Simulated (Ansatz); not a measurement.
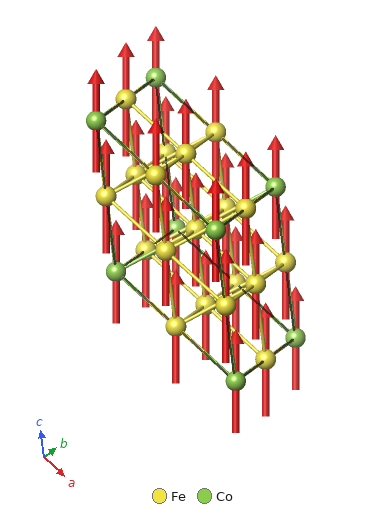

Ball-and-stick representation of a periodic structure, projected slightly off an axis. One simulation cell is outlined, and atoms on its boundary appear in each equivalent place. Arrows are the site magnetic moments above 0.25 μB; longer means larger, and red and blue are up and down (without spin-orbit coupling the axis itself is arbitrary).

This is the state reached for Fe7Co. Results below were computed with DFT PBEsol, scalar-relativistic, plane waves, PAW in Ansatz 0.2.0; the settings were plane-wave cutoff 420 eV, Brillouin-zone sampling on a 10×10×10 mesh, Gaussian smearing of 0.1 eV, collinear spins.

What order do the moments form, and how large are they?

Ferromagnetic (within this cell). Site moments: 7 Fe +1.9 to +2.1 μB and 1 Co +1.6 μB. The net spin moment of the whole cell is 15.9 μB.

The structure comes from a structure listed in the Materials Project. The cell was then strained or its atoms displaced on purpose. It was run through Ansatz as a DFT input.

At this level of theory the run's own cell isn't at rest (compressed, at 37 GPa), so its distances can differ from those at equilibrium, the more so the softer the solid, and its magnetic state may change on relaxation.
